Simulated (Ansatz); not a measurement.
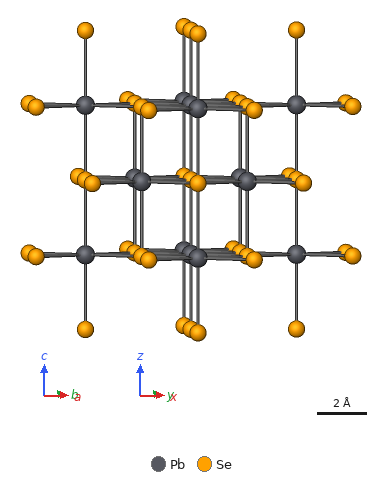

Energy scan for a crystal of PbSe (Fm-3m), in which Se2 (one in each cell of 2 atoms) is moved over the plane of the Cartesian directions [1 1 0] and z, all else fixed. The picture shows the reference cell. Style: ball-and-stick. Shown: the conventional cell (4 times the calculation's cell), nearly along the normal of the scanned plane. Lengths and directions refer to the drawn axes.

Level of theory: Ansatz 0.2.0, DFT PBE, scalar-relativistic, plane waves, PAW. (plane-wave cutoff 420 eV; k-point mesh 10 × 10 × 10; occupations gaussian; smearing width 0.03 eV; no spin polarisation). Energies (free energies at the smearing named) are counted from the cell as listed in its source, which wasn't relaxed.

```
Pb Se
1.0
     0.00000    3.06215    3.06215
     3.06215    0.00000    3.06215
     3.06215    3.06215    0.00000
Pb Se
1 1
Cartesian
  0.0000 0.0000 0.0000
  3.0621 3.0621 3.0621
```

What energies does the calculation give on a grid with rows −0.20, −0.10, 0.00, 0.10, 0.20 and columns −0.20, −0.10, 0.00, 0.10, 0.20 (displacement along [1 1 0] (Å); displacement along z (Å))?

Answer. Rows: displacement along [1 1 0] (Å); columns: displacement along z (Å); values in meV/cell.

|  | −0.20 | −0.10 | 0.00 | 0.10 | 0.20 |
| --- | --- | --- | --- | --- | --- |
| −0.20 | 40.3 | 22.0 | 17.1 | 22.0 | 40.3 |
| −0.10 | 23.2 | 7.4 | 3.4 | 7.4 | 23.2 |
| 0.00 | 18.3 | 3.5 | 0.0 | 3.5 | 18.3 |
| 0.10 | 23.2 | 7.4 | 3.4 | 7.4 | 23.2 |
| 0.20 | 40.3 | 22.0 | 17.1 | 22.0 | 40.3 |

In pairs of (displacement along [1 1 0] (Å); displacement along z (Å)): the lowest computed point lies at (0.00, 0.00) (0.0 meV/cell), the highest at (−0.20, −0.20), (0.20, 0.20), (0.20, −0.20), (−0.20, 0.20) (40.3 meV/cell).  Over the ranges scanned the energy rises by about as much along both axes.

As a map, interpolated between the computed points (dots):

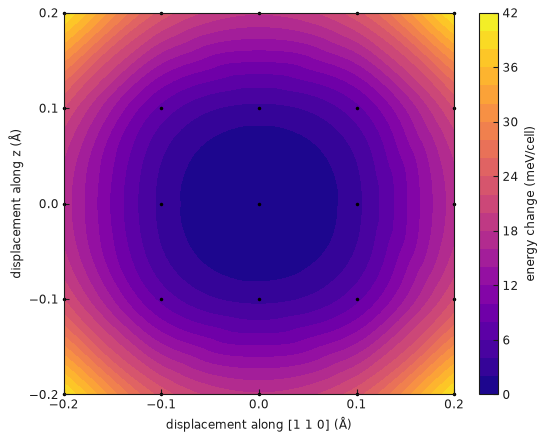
